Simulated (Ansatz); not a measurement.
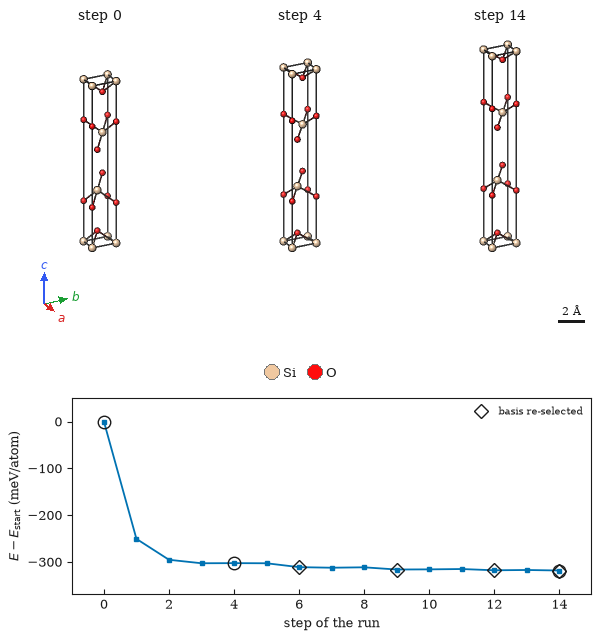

Frames of a relaxation of a crystal of SiO$_{2}$ (a generated structure, set up in R-3m) (coarse preliminary run), marked on the history of the run. The picture is a ball-and-stick view of the conventional cell (3 times the calculation's cell), seen slightly off an axis. Lengths and directions refer to the drawn axes.

Level of theory: DFT PBE, scalar-relativistic, plane waves, PAW in Ansatz 0.2.0. Set-up: plane-wave cutoff 420 eV; k-point mesh 6 × 6 × 6; occupations gaussian; smearing width 0.1 eV; no spin polarisation; cell and atoms relaxed; force threshold 0.04 eV/Å; at most 70 steps.

Question: Describe the path.

Answer: The energy falls by 318 meV per atom in 10 accepted moves (14 points after the start). Largest force component: 4.5 eV/Å at the start, 0.0015 eV/Å at the end. The pressure goes from −16.84 to 0.11 GPa. At 4 points the geometry stayed and the basis and grid were re-selected for the new cell (energy shift of 8.3 meV per atom at most each time). The largest moves relative to the cell, 0.38 Å, are those of O atoms. Si stays in place. Cell: a = b 2.682 → 2.699 Å (+0.6 %), c 13.141 → 15.558 Å (+18.4 %). Volume +19.9 %. Among the contacts that change: O–Si 1.897 → 1.807 Å. Among the angles between lasting bonds that change: Si–O–Si 90.0° → 96.6°, O–Si–O 90.0° → 96.6°, O–Si–O 90.0° → 83.4°. The space group stays R-3m (No. 166). From step 0 to 4: O atoms move most (0.26 Å), volume +8.7 %, energy −302 meV per atom. From step 4 to 14: O atoms move most (0.09 Å), volume +10.3 %, energy −15.7 meV per atom.
